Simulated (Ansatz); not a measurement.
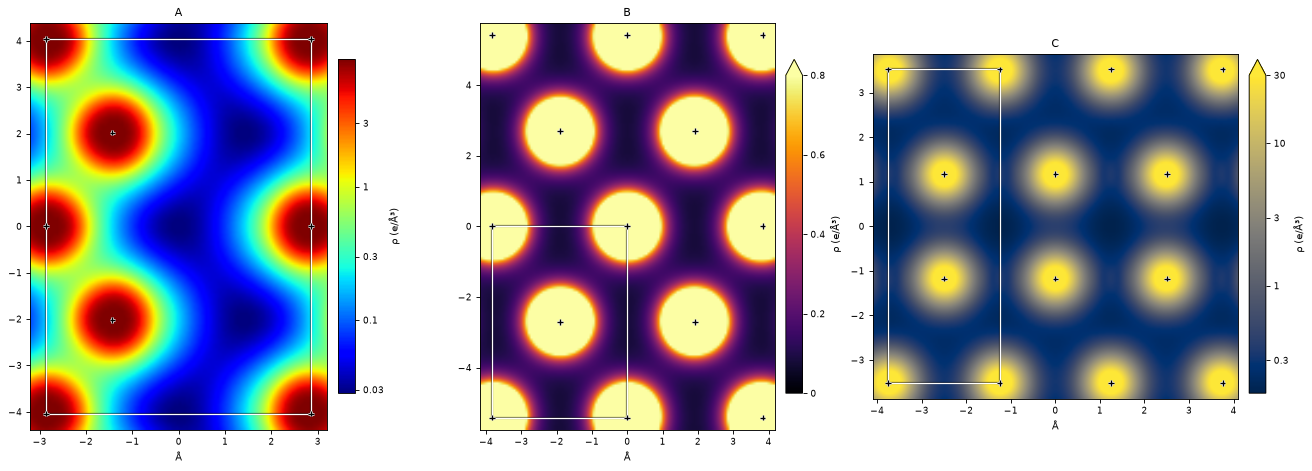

The valence pseudo-density of 3 systems, each on a plane through atoms (crosses mark nuclei in the plane).

Level of theory: DFT, PBE, plane waves (420 eV) with PAW, scalar-relativistic in Ansatz.

System 1: Ir, the (110) plane of the conventional cell. Space group Fd-3m; set up as Ir, diamond; a generated structure, not necessarily the stable one; changed on purpose from its base cell (volume × 1.08); computed pressure about −12 GPa in this cell; computed without spin polarisation.

```
Ir
1.0
     5.71490    0.00000    0.00000
     0.00000    5.71490    0.00000
     0.00000    0.00000    5.71490
Ir
8
Direct
  0.75000 0.25000 0.25000
  0.25000 0.75000 0.25000
  0.25000 0.25000 0.75000
  0.75000 0.75000 0.75000
  0.50000 0.00000 0.00000
  0.00000 0.50000 0.00000
  0.00000 0.00000 0.50000
  0.50000 0.50000 0.50000
```

System 2: Co, the (110) plane of the conventional cell. Space group P6/mmm; set up as Co, omega (AlB2-type); a generated structure, not necessarily the stable one; changed on purpose from its base cell (volume × 1.08); computed pressure about −13 GPa in this cell; spin-polarised.

System 3: Pb, the (101) plane of the conventional cell. Space group Im-3m; set up as Pb, bcc; a generated structure, not necessarily the stable one; changed on purpose from its base cell (volume × 0.88); computed pressure about 7 GPa in this cell.

**Which map belongs to which system?**

Panel A is system 1, Ir: the plane holds Ir. Ir–Ir (2.47 Å): ρ at the midpoint is about 0.72 e/Å³. Panel B is system 3, Pb: the plane holds Pb. Pb–Pb (3.32 Å): the density is about 0.16 e/Å³ at the midpoint. Panel C is system 2, Co: the plane holds Co. Co–Co (2.35 Å): ρ at the midpoint is about 0.42 e/Å³.
